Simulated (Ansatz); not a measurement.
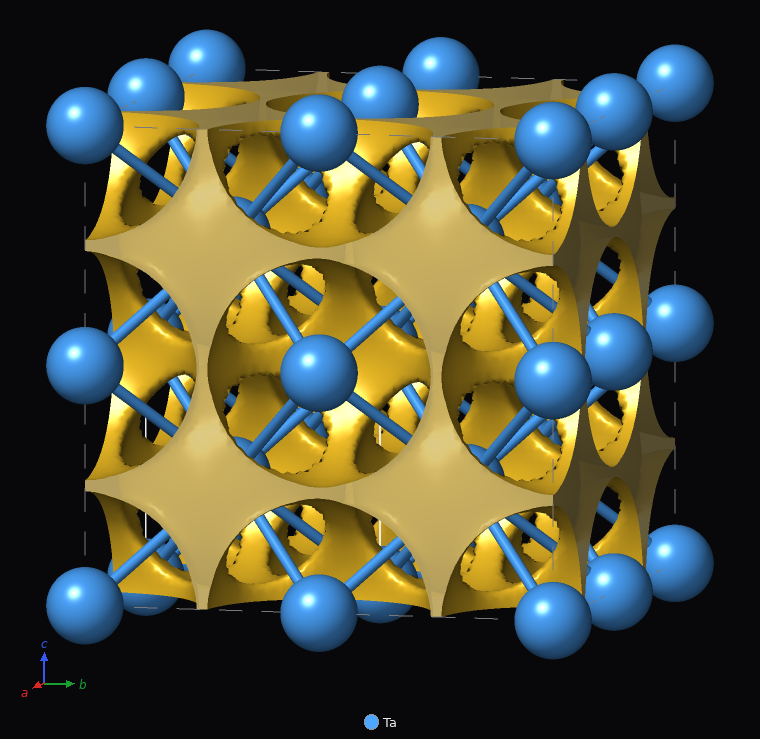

The yellow surface encloses the points that the centre of a probe sphere of radius 0.10 Å can occupy in Ta (Im-3m, No. 229), computed on a grid of about 0.14 Å (2×2×2 cells shown, view slightly off an axis; pale faces close the region where the box cuts it).

Hard-sphere model; metallic radii: Ta 1.46 Å.

Origin of the cell: the input geometry of an electronic-structure calculation (not necessarily at equilibrium).

Space group Im-3m (No. 229). a = 3.304 Å, b = 3.304 Å, c = 3.304 Å, α = 90.00°, β = 90.00°, γ = 90.00°
```
atom  site  symmetry       x       y       z
  Ta    2a      m-3m  0.0000  0.0000  0.0000
```

Question: Is the space open to the probe made of pockets or channels?

Answer: Where they connect, they form a three-dimensional network.

Question: What share of the cell can the probe's centre reach?

Answer: About 15 % of the volume (5.5 Å³ of 36.1 Å³).

Question: Give the largest included and the largest free sphere.

Answer: The largest sphere that fits anywhere has a diameter of 0.77 Å; the largest that can travel through the crystal, about 0.6 Å.

Question: How does the connectivity change as the probe shrinks?

Answer: Below a radius of about 0.29 Å the space forms a three-dimensional network. These are grid estimates, good to about 0.05 Å.
